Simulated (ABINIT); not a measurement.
Geometry relaxation of WC (part 1 of 2)

- system: WC (Fm-3m, 2 atoms in the cell)
- method: Kohn-Sham DFT of a periodic cell, PBEsol, PseudoDojo NC SR PBEsol v0.4.1 standard, no spin polarisation (ABINIT 10.8.3)

The structure derives from a Materials Project entry.

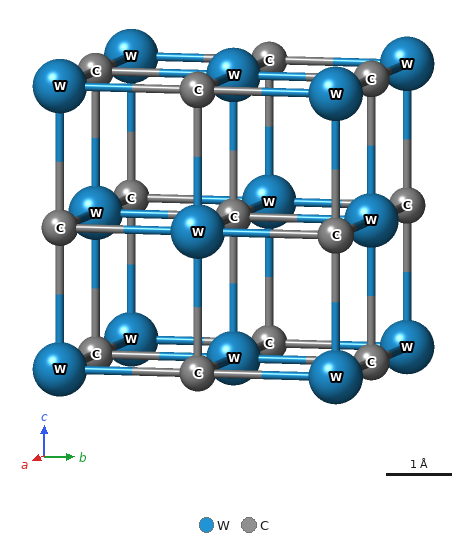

*The structure as given in the input (ball-and-stick view of the cell 4 times as large as that of the calculation, set on its symmetry axes, seen slightly off an axis). An atom can appear more than once, as a periodic image.*

**Input**
```
# Pseudopotentials
pp_dirpath "./"
pseudos "W.upf, C.upf"

# Structure
acell 3*1.0
rprim
     0.0000000000     4.1435722378     4.1435722378
     4.1435722378     0.0000000000     4.1435722378
     4.1435722378     4.1435722378     0.0000000000
ntypat 2
znucl 74 6
natom 2
typat 1 2
chkprim 0
chksymtnons 0
tolsym 1.0e-6
xred
            0.0            0.0            0.0
            1/2            1/2            1/2

# Plane-wave basis
ecut 41.0
ecutsm 0.5

# k points
kptopt 1
ngkpt 8 8 8
nshiftk 1
shiftk 0.0 0.0 0.0

# Exchange and correlation
ixc -116133

# Bands and occupations
nband 13
occopt 3
tsmear 0.00183747

# SCF cycle
nstep 80
tolvrs 1.0e-12

# Output
iomode 3
prteig 0
prtebands 0
prtwf 0
prtden 0

# Relaxation
ionmov 2
optcell 2
ntime 50
tolmxf 2.0e-5
dilatmx 1.08
```

Run on 4 threads of Arm Neoverse V2, 24 GiB of memory available, shared host.

Run as:
```bash
mpirun --bind-to none -np 4 abinit run.abi > log 2>&1
```

**Output**
```
.Version 10.8.3 of ABINIT
 Symmetries : space group Fm -3 m (#225); Bravais cF (face-center cubic)
================================================================================
 Values of the parameters that define the memory need of the present run
     intxc =       0    ionmov =       2      iscf =       7    lmnmax =       8
     lnmax =       8     mgfft =      40  mpssoang =       4    mqgrid =    3001
     natom =       2  nloc_mem =       1    nspden =       1   nspinor =       1
    nsppol =       1      nsym =      48    n1xccc =    2501    ntypat =       2
    occopt =       3   xclevel =       2
       mpw =        2269          nfft =       64000          nkpt =          29
================================================================================
================================================================================

--------------------------------------------------------------------------------
------------- Echo of variables that govern the present computation ------------
--------------------------------------------------------------------------------
 -outvars: echo values of preprocessed input variables --------
            acell      1.0000000000E+00  1.0000000000E+00  1.0000000000E+00 Bohr
              amu      1.83850000E+02  1.20110000E+01
          chkprim           0
      chksymtnons           0
          dilatmx      1.08000000E+00
             ecut      4.10000000E+01 Hartree
           ecutsm      5.00000000E-01 Hartree
           ionmov           2
              ixc     -116133
         kptrlatt        8    0    0      0    8    0      0    0    8
          kptrlen      4.68791684E+01
            natom           2
            nband          13
            ngfft          40      40      40
             nkpt          29
            nstep          80
             nsym          48
            ntime          50
           ntypat           2
           occopt           3
          optcell           2
           prtden           0
        prtebands           0
           prteig           0
            prtwf           0
            rprim      0.0000000000E+00  4.1435722378E+00  4.1435722378E+00
                       4.1435722378E+00  0.0000000000E+00  4.1435722378E+00
                       4.1435722378E+00  4.1435722378E+00  0.0000000000E+00
          spgroup         225
           tolmxf      2.00000000E-05
           tolsym      1.00000000E-06
           tolvrs      1.00000000E-12
           tsmear      1.83747000E-03 Hartree
            typat      1  2
           xangst      0.0000000000E+00  0.0000000000E+00  0.0000000000E+00
                       2.1926839985E+00  2.1926839985E+00  2.1926839985E+00
            xcart      0.0000000000E+00  0.0000000000E+00  0.0000000000E+00
                       4.1435722378E+00  4.1435722378E+00  4.1435722378E+00
             xred      0.0000000000E+00  0.0000000000E+00  0.0000000000E+00
                       5.0000000000E-01  5.0000000000E-01  5.0000000000E-01
            znucl       74.00000    6.00000

================================================================================

 chkinp: Checking input parameters for consistency.

================================================================================
== DATASET  1 ==================================================================

--- !DatasetInfo
iteration_state: {dtset: 1, }
dimensions: {natom: 2, nkpt: 29, mband: 13, nsppol: 1, nspinor: 1, nspden: 1, mpw: 2269, }
cutoff_energies: {ecut:  41.0, pawecutdg:  -1.0, }
electrons: {nelect:   1.80000000E+01, charge:   0.00000000E+00, occopt:   3.00000000E+00, tsmear:   1.83747000E-03, }
meta: {optdriver: 0, ionmov: 2, optcell: 2, iscf: 7, paral_kgb: 0, }
...

 Real(R)+Recip(G) space primitive vectors, cartesian coordinates (Bohr,Bohr^-1):
 R(1)=  0.0000000  4.1435722  4.1435722  G(1)= -0.1206688  0.1206688  0.1206688
 R(2)=  4.1435722  0.0000000  4.1435722  G(2)=  0.1206688 -0.1206688  0.1206688
 R(3)=  4.1435722  4.1435722  0.0000000  G(3)=  0.1206688  0.1206688 -0.1206688
 Unit cell volume ucvol=  1.4228357E+02 bohr^3
 Angles (23,13,12)=  6.00000000E+01  6.00000000E+01  6.00000000E+01 degrees

 getcut: wavevector=  0.0000  0.0000  0.0000  ngfft=  40  40  40
         ecut(hartree)=     47.822   => boxcut(ratio)=   2.19275

--- Pseudopotential description ------------------------------------------------
- pspini: atom type   1  psp file is ./W.upf
  74.00000  14.00000  180301                  znucl, zion, pspdat
12 -116133 3 -1 1396                          pspcod,pspxc,lmax,lloc,mmax
     nproj     2     2     2     2

- pspini: atom type   2  psp file is ./C.upf
   6.00000   4.00000  180301                  znucl, zion, pspdat
12 -116133 1 -1 1248                          pspcod,pspxc,lmax,lloc,mmax
     nproj     2     2     0     0

   2.85529726E+02                                ecore*ucvol(ha*bohr**3)
--------------------------------------------------------------------------------

================================================================================

=== [ionmov= 2] Broyden-Fletcher-Goldfarb-Shanno method (forces)
================================================================================

--- Iteration: ( 1/50) Internal Cycle: (1/1)
--------------------------------------------------------------------------------

---SELF-CONSISTENT-FIELD CONVERGENCE--------------------------------------------

--- !BeginCycle
iteration_state: {dtset: 1, itime: 1, icycle: 1, }
solver: {iscf: 7, nstep: 80, nline: 4, wfoptalg: 0, }
tolerances: {tolvrs: 1.00E-12, }
...

     iter   Etot(hartree)      deltaE(h)  residm     vres2
 ETOT  1  -81.631721161173    -8.163E+01 3.588E-01 1.228E+03
 ETOT  2  -81.516851192180     1.149E-01 7.115E-02 2.323E+03
 ETOT  3  -81.819499518754    -3.026E-01 1.195E-02 1.927E+00
 ETOT  4  -81.819724623700    -2.251E-04 2.189E-03 6.390E-01
 ETOT  5  -81.819737047528    -1.242E-05 2.946E-04 3.922E-01
 ETOT  6  -81.819786352814    -4.931E-05 6.237E-04 4.003E-02
 ETOT  7  -81.819791936431    -5.584E-06 1.366E-04 3.152E-04
 ETOT  8  -81.819791980578    -4.415E-08 3.969E-04 6.848E-07
 ETOT  9  -81.819791980649    -7.067E-11 8.142E-05 5.925E-08
 ETOT 10  -81.819791980656    -7.148E-12 2.543E-04 1.276E-11
 ETOT 11  -81.819791980654     2.686E-12 4.995E-05 6.686E-12
 ETOT 12  -81.819791980657    -3.638E-12 1.637E-04 2.664E-14

 At SCF step   12       vres2   =  2.66E-14 < tolvrs=  1.00E-12 =>converged.

 Cartesian components of stress tensor (hartree/bohr^3)
  sigma(1 1)=  3.14584172E-04  sigma(3 2)=  0.00000000E+00
  sigma(2 2)=  3.14584172E-04  sigma(3 1)=  0.00000000E+00
  sigma(3 3)=  3.14584172E-04  sigma(2 1)=  0.00000000E+00

--- !ResultsGS
iteration_state: {dtset: 1, itime: 1, icycle: 1, }
comment   : Summary of ground state results
lattice_vectors:
- [  0.0000000,   4.1435722,   4.1435722, ]
- [  4.1435722,   0.0000000,   4.1435722, ]
- [  4.1435722,   4.1435722,   0.0000000, ]
lattice_lengths: [   5.85990,    5.85990,    5.85990, ]
lattice_angles: [ 60.000,  60.000,  60.000, ] # degrees, (23, 13, 12)
lattice_volume:   1.4228357E+02
convergence: {deltae: -3.638E-12, res2:  2.664E-14, residm:  1.637E-04, diffor: null, }
etotal    :  -8.18197920E+01
entropy   :   0.00000000E+00
fermie    :   6.86115954E-01
cartesian_stress_tensor: # hartree/bohr^3
- [  3.14584172E-04,   0.00000000E+00,   0.00000000E+00, ]
- [  0.00000000E+00,   3.14584172E-04,   0.00000000E+00, ]
- [  0.00000000E+00,   0.00000000E+00,   3.14584172E-04, ]
pressure_GPa:  -9.2554E+00
xred      :
- [  0.0000E+00,   0.0000E+00,   0.0000E+00,  W]
- [  5.0000E-01,   5.0000E-01,   5.0000E-01,  C]
cartesian_forces: # hartree/bohr
- [ -0.00000000E+00,  -0.00000000E+00,  -0.00000000E+00, ]
- [ -0.00000000E+00,  -0.00000000E+00,  -0.00000000E+00, ]
force_length_stats: {min:   0.00000000E+00, max:   0.00000000E+00, mean:   0.00000000E+00, }
...

 Integrated electronic density in atomic spheres:
 ------------------------------------------------
 Atom  Sphere_radius  Integrated_density
    1        2.00000         10.14964896
    2        2.00000          4.08005786

---OUTPUT-----------------------------------------------------------------------

 Cartesian coordinates (xcart) [bohr]
  0.00000000000000E+00  0.00000000000000E+00  0.00000000000000E+00
  4.14357223780000E+00  4.14357223780000E+00  4.14357223780000E+00
 Reduced coordinates (xred)
  0.00000000000000E+00  0.00000000000000E+00  0.00000000000000E+00
  5.00000000000000E-01  5.00000000000000E-01  5.00000000000000E-01
 Cartesian forces (fcart) [Ha/bohr]; max,rms= 0.00000E+00 0.00000E+00 (free atoms)
 -0.00000000000000E+00 -0.00000000000000E+00 -0.00000000000000E+00
 -0.00000000000000E+00 -0.00000000000000E+00 -0.00000000000000E+00
 Gradient of E wrt nuclear positions in reduced coordinates (gred)
  0.00000000000000E+00  0.00000000000000E+00  0.00000000000000E+00
  0.00000000000000E+00  0.00000000000000E+00  0.00000000000000E+00
 Scale of Primitive Cell (acell) [bohr]
  1.00000000000000E+00  1.00000000000000E+00  1.00000000000000E+00
 Real space primitive translations (rprimd) [bohr]
  0.00000000000000E+00  4.14357223780000E+00  4.14357223780000E+00
  4.14357223780000E+00  0.00000000000000E+00  4.14357223780000E+00
  4.14357223780000E+00  4.14357223780000E+00  0.00000000000000E+00
 Unitary Cell Volume (ucvol) [Bohr^3]=  1.42283565433482E+02
 Angles (23,13,12)= [degrees]
  6.00000000000000E+01  6.00000000000000E+01  6.00000000000000E+01
 Lengths [Bohr]
  5.85989605536940E+00  5.85989605536940E+00  5.85989605536940E+00
 Stress tensor in cartesian coordinates (strten) [Ha/bohr^3]
  3.14584171851829E-04  0.00000000000000E+00  0.00000000000000E+00
  0.00000000000000E+00  3.14584171851829E-04  0.00000000000000E+00
  0.00000000000000E+00  0.00000000000000E+00  3.14584171851829E-04
 Total energy (etotal) [Ha]= -8.18197919806572E+01

--- Iteration: ( 2/50) Internal Cycle: (1/1)
--------------------------------------------------------------------------------

---SELF-CONSISTENT-FIELD CONVERGENCE--------------------------------------------

--- !BeginCycle
iteration_state: {dtset: 1, itime: 2, icycle: 1, }
solver: {iscf: 7, nstep: 80, nline: 4, wfoptalg: 0, }
tolerances: {tolvrs: 1.00E-12, }
...

     iter   Etot(hartree)      deltaE(h)  residm     vres2
 ETOT  1  -81.815220213498    -8.182E+01 9.824E-04 4.637E+01
 ETOT  2  -81.812641333945     2.579E-03 7.702E-05 6.165E+01
 ETOT  3  -81.820237271034    -7.596E-03 1.887E-04 8.275E-01
 ETOT  4  -81.820351984552    -1.147E-04 2.712E-05 4.873E-03
 ETOT  5  -81.820352590749    -6.062E-07 6.126E-05 8.761E-06
 ETOT  6  -81.820352591432    -6.831E-10 1.011E-05 2.437E-08
 ETOT  7  -81.820352591431     9.521E-13 2.980E-05 1.622E-10
 ETOT  8  -81.820352591430     1.549E-12 5.639E-06 5.474E-13

 At SCF step    8       vres2   =  5.47E-13 < tolvrs=  1.00E-12 =>converged.

 Cartesian components of stress tensor (hartree/bohr^3)
  sigma(1 1)= -4.29373574E-05  sigma(3 2)=  0.00000000E+00
  sigma(2 2)= -4.29373574E-05  sigma(3 1)=  0.00000000E+00
  sigma(3 3)= -4.29373574E-05  sigma(2 1)=  0.00000000E+00

--- !ResultsGS
iteration_state: {dtset: 1, itime: 2, icycle: 1, }
comment   : Summary of ground state results
lattice_vectors:
- [  0.0000000,   4.1044672,   4.1044672, ]
- [  4.1044672,   0.0000000,   4.1044672, ]
- [  4.1044672,   4.1044672,   0.0000000, ]
lattice_lengths: [   5.80459,    5.80459,    5.80459, ]
lattice_angles: [ 60.000,  60.000,  60.000, ] # degrees, (23, 13, 12)
lattice_volume:   1.3829305E+02
convergence: {deltae:  1.549E-12, res2:  5.474E-13, residm:  5.639E-06, diffor: null, }
etotal    :  -8.18203526E+01
entropy   :   0.00000000E+00
fermie    :   7.08992153E-01
cartesian_stress_tensor: # hartree/bohr^3
- [ -4.29373574E-05,   0.00000000E+00,   0.00000000E+00, ]
- [  0.00000000E+00,  -4.29373574E-05,   0.00000000E+00, ]
- [  0.00000000E+00,   0.00000000E+00,  -4.29373574E-05, ]
pressure_GPa:   1.2633E+00
xred      :
- [  0.0000E+00,   0.0000E+00,   0.0000E+00,  W]
- [  5.0000E-01,   5.0000E-01,   5.0000E-01,  C]
cartesian_forces: # hartree/bohr
- [ -0.00000000E+00,  -0.00000000E+00,  -0.00000000E+00, ]
- [ -0.00000000E+00,  -0.00000000E+00,  -0.00000000E+00, ]
force_length_stats: {min:   0.00000000E+00, max:   0.00000000E+00, mean:   0.00000000E+00, }
...

 Integrated electronic density in atomic spheres:
 ------------------------------------------------
 Atom  Sphere_radius  Integrated_density
    1        2.00000         10.21256717
    2        2.00000          4.17525150

---OUTPUT-----------------------------------------------------------------------
```
